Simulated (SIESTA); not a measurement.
# A series of single points on CuAu3

System: CuAu3 (Pm-3m, 4 atoms in the cell).
Method: Kohn-Sham DFT of a periodic cell, PBEsol, PseudoDojo 0.4 standard, converted to PSML, no spin polarisation (SIESTA 5.4.2).

The 7 runs differ only in the geometry, by an even scaling of the cell at fixed fractional positions. The structure derives from an entry of the Crystallography Open Database.

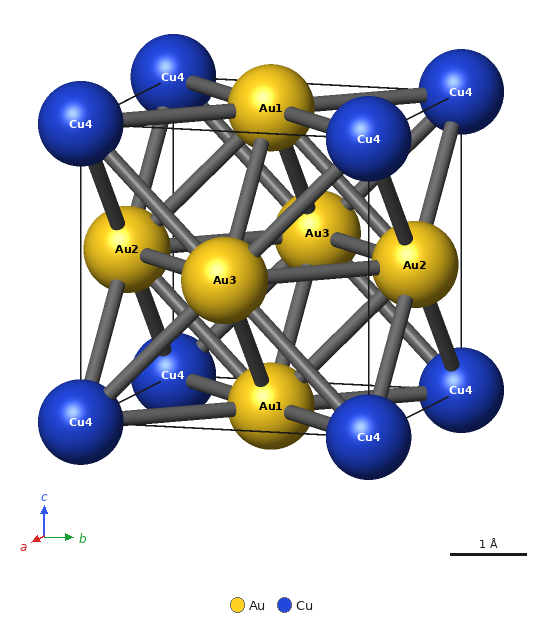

Figure 1. The structure of run 4 (ball-and-stick view of the cell of the calculation, seen slightly off an axis; atoms are numbered from 1 in the order of the input). An atom can appear more than once, as a periodic image.

## Input of run 4
```
SystemName                      CuAu3
SystemLabel                     CuAu3
NumberOfSpecies                 2
NumberOfAtoms                   4
%block ChemicalSpeciesLabel
  1  79 Au
  2  29 Cu
%endblock ChemicalSpeciesLabel

LatticeConstant                 1.0 Ang
%block LatticeVectors
     3.9800000000     0.0000000000     0.0000000000
     0.0000000000     3.9800000000     0.0000000000
     0.0000000000     0.0000000000     3.9800000000
%endblock LatticeVectors
AtomicCoordinatesFormat         Fractional
%block AtomicCoordinatesAndAtomicSpecies
     0.5000000000     0.5000000000     0.0000000000  1  Au
     0.5000000000     0.0000000000     0.5000000000  1  Au
     0.0000000000     0.5000000000     0.5000000000  1  Au
     0.0000000000     0.0000000000     0.0000000000  2  Cu
%endblock AtomicCoordinatesAndAtomicSpecies

%block kgrid.MonkhorstPack
    7   0   0  0.0
    0   7   0  0.0
    0   0   7  0.0
%endblock kgrid.MonkhorstPack
XC.Functional                   GGA
XC.Authors                      PBEsol
PAO.BasisSize                   DZP
PAO.EnergyShift                 0.003 Ry
Mesh.Cutoff                     800 Ry
OccupationFunction              FD
ElectronicTemperature           0.05 eV
MaxSCFIterations                120
SCF.MustConverge                false
SCF.Mixer.Method                Pulay
SCF.Mixer.Weight                0.25
SCF.Mixer.History               8
SCF.DM.Tolerance                5.0e-05
SCF.H.Tolerance                 1.0e-03 eV
WriteForces                     true
Charge.Mulliken                 end
%block PAO.Basis
  Au 5
  n=5 0 2
    2.662 0.000
  n=6 0 2
    6.968 0.000
  n=5 1 2
    3.170 0.000
  n=6 1 1
    6.968
  n=5 2 2
    5.436 0.000
  Cu 5
  n=3 0 2
    2.374 0.000
  n=4 0 2
    7.224 0.000
  n=3 1 2
    2.662 0.000
  n=4 1 1
    7.224
  n=3 2 2
    4.908 0.000
%endblock PAO.Basis
```

Command:
```bash
siesta < CuAu3.fdf > CuAu3.out 2>&1
```

Run 3 differs from it as follows:
```diff
-     3.9800000000     0.0000000000     0.0000000000
-     0.0000000000     3.9800000000     0.0000000000
-     0.0000000000     0.0000000000     3.9800000000
+     3.9532877857     0.0000000000     0.0000000000
+     0.0000000000     3.9532877857     0.0000000000
+     0.0000000000     0.0000000000     3.9532877857
```

## Results, with one run withheld

```tsv
run	volume per atom (Å³)	free energy per atom, from the lowest run given (meV)	pressure (GPa)
1	14.816	35.16	12.44
2	15.131	15.30	7.92
3	15.446	?	?
4	15.761	0.00	0.06
5	16.076	3.18	−3.19
6	16.392	12.15	−5.77
7	16.707	25.82	−8.15
```

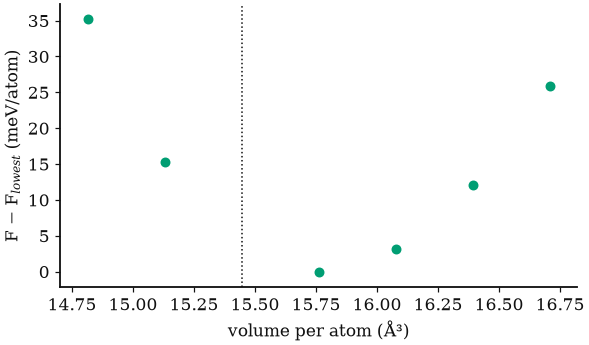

Figure 2. Free energy per atom of the runs given; the dotted line marks run 3.

Estimate the energy of run 3 from the others.

A cubic polynomial in V^(−2/3) (the Birch–Murnaghan form), fitted to the 6 runs given, misses them by at most 0.17 meV per atom. With x = V^(−2/3) − 0.15888 Å⁻², it reads F = 0.18401 − 201.09 x + 7.3769e+05 x² + 4.1918e+06 x³ (meV per atom). At run 3 it gives 3.85 meV per atom, and the run itself gives 3.74. The slope of the fit gives a pressure −dF/dV of 3.73 GPa there, and the run prints 3.90 GPa. The two needn't agree exactly: the fit is approximate, and the printed stress is taken on a finite basis. The fit has its minimum at 15.770 Å³ per atom, where V d²F/dV² gives 169 GPa: the bulk modulus at this level, since symmetry fixes the shape and the positions.

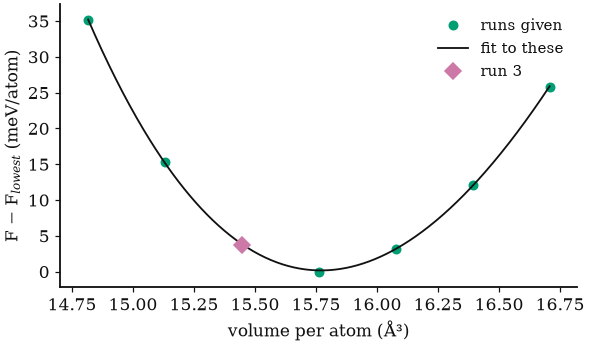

Figure 3. The fit and the withheld run.

## Some lines of the output (run 3)
```
[...]
outcell: Cell volume (Ang**3)        :     61.7839
stepf: Fermi-Dirac step function
siesta: Etot    =    -17166.254746
siesta: FreeEng =    -17166.266707
        iscf     Eharris(eV)        E_KS(eV)     FreeEng(eV)     dDmax    Ef(eV) dHmax(eV)
siesta: E_KS(eV) =           -17188.3289
siesta: E_KS - E_eggbox =    -17188.3289
siesta: Etot    =    -17188.328902
siesta: FreeEng =    -17188.341021
siesta:         Fermi =      -2.369398
siesta: Cell volume =         61.783896 Ang**3
    Orbital volume contribution        =           3.225212 eV
```

Notes: Points of doubt noted for this run: mulliken charges of long orbitals. Spin–orbit coupling is left out, which matters for Au. With a small basis of atomic orbitals these values can differ much from converged plane-wave results.
